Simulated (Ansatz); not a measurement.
# Ti6H (slab): what the fields show

The calculation's input:

```
crystal:
  lattice:
    - [2.8321726458, 0.0, 0.0]
    - [0.0, 4.5795363026, 0.0]
    - [0.0, 0.0, 23.5510893874]
  atoms:
    - { symbol: Ti, position: [0.5, 0.0, 0.1698435233] }
    - { symbol: Ti, position: [0.0, 0.5, 0.2259767339] }
    - { symbol: Ti, position: [0.5, 0.0, 0.2821099444] }
    - { symbol: Ti, position: [0.5, 0.5, 0.3394934593] }
    - { symbol: Ti, position: [0.0, 0.0, 0.3940191404] }
    - { symbol: Ti, position: [0.5, 0.5, 0.4480085492] }
    - { symbol: H, position: [0.875, 0.875, 0.5146721321] }
basis:
  ecutwfc: 420
kpoints:
  mp_grid: { grid: [9, 6, 1] }
hamiltonian:
  xc: pbe
scf:
  occupations: { method: gaussian, width: 0.1 }
output:
  forces: true
  eigenvalues: true
  write_density: true
  write_potential: true
  elf: true
  volumetric_format: npy
efield:
  axis: 3
  dipole_correction: true
  ramp_width: 0.04
```

Command:

```sh
ansatz run input.yaml --threads 1 --pin off --max-ram 3072MiB --backend cpu --events-out ev --progress --plain --runs-dir out
```

Not relaxed (largest force 1.7 eV/Å); computed without spin polarisation.

The calculation used DFT PBE, scalar-relativistic, plane waves, PAW in Ansatz 0.2.0.

Core electrons are frozen (PAW), and the valence fields are smoothed inside the atomic spheres.

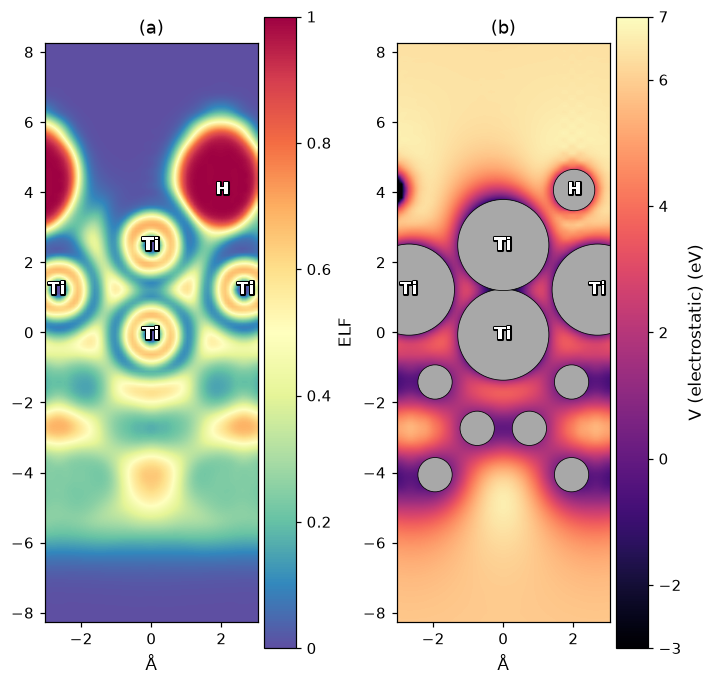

Figure 1. (a) electron localisation function; (b) electrostatic potential energy of an electron on the (11̄0) plane of the calculation cell, a cut from vacuum to vacuum. Grey discs cover the atomic cores in the potential map.

### Interpret the plot.

Atoms in the plane: Ti and H. Ti–Ti (2.56 Å): the ELF is about 0.15 at the midpoint; no localised pair shows between them. Ti–H (2.56 Å): the ELF climbs to about 1 towards the hydrogen. The features right at Ti lie inside the PAW spheres, where the map follows smoothed inner orbitals and isn't to be read closely.

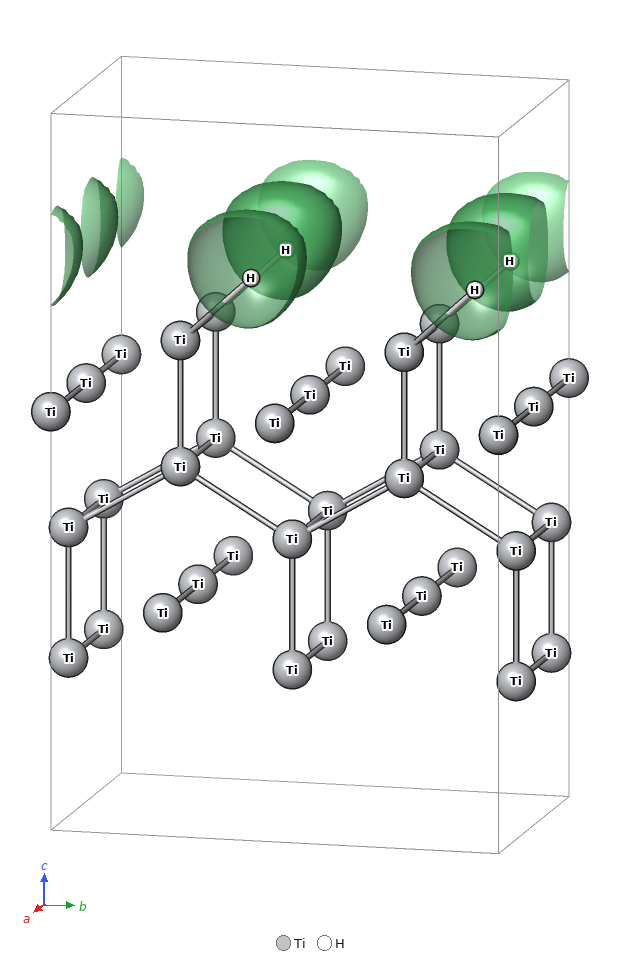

Figure 2. Isosurface of the electron localisation function at 0.8 (green), seen slightly off an axis. Only the valence region is drawn (cores and ρ < 0.01 e/Å³ removed). Sticks mark near contacts.

### What do the ELF domains correspond to?

The surface consists of one region around a hydrogen nucleus, counted in one cell of 7 atoms. Counts are for one cell; the picture repeats the cell along the surface.

### Metal or insulator at this level of theory?

It is metallic or semimetallic at this level of theory: no gap opens.
